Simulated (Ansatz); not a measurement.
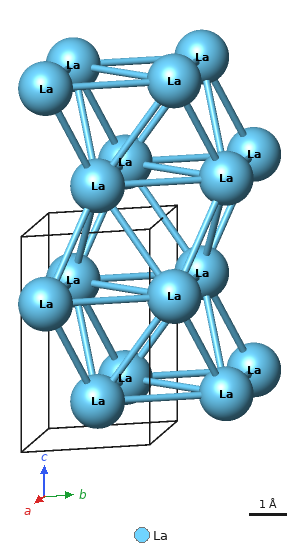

Reference structure: solid La (set up in P6_3/mmc). The picture is a ball-and-stick view of the cell of the calculation, repeated 2 × 2 × 2 with one cell outlined, seen slightly off an axis.

All numbers below come from DFT, PBEsol, PAW with Ansatz's default frozen-core files, scalar-relativistic (Ansatz 0.2.0). Settings: plane-wave cutoff 420 eV; k-point mesh 11 × 11 × 6; occupations fermi dirac; smearing width 0.08 eV; no spin polarisation.

Now this is done to it. All lengths are scaled by +1.3 % (volume +4.0 %), the atoms keeping their fractional coordinates. No relaxation follows.

### Predict the response.

It costs 19.9 meV per atom. The pressure goes from −1.6 to −2.5 GPa. The principal stresses (compression positive) are −2.6 GPa along c and −2.4 GPa across it. All forces vanish by symmetry. Some distances before and after: La–La 3.750 → 3.799 Å, La–La 3.728 → 3.777 Å. The space group stays P6_3/mmc (No. 194).
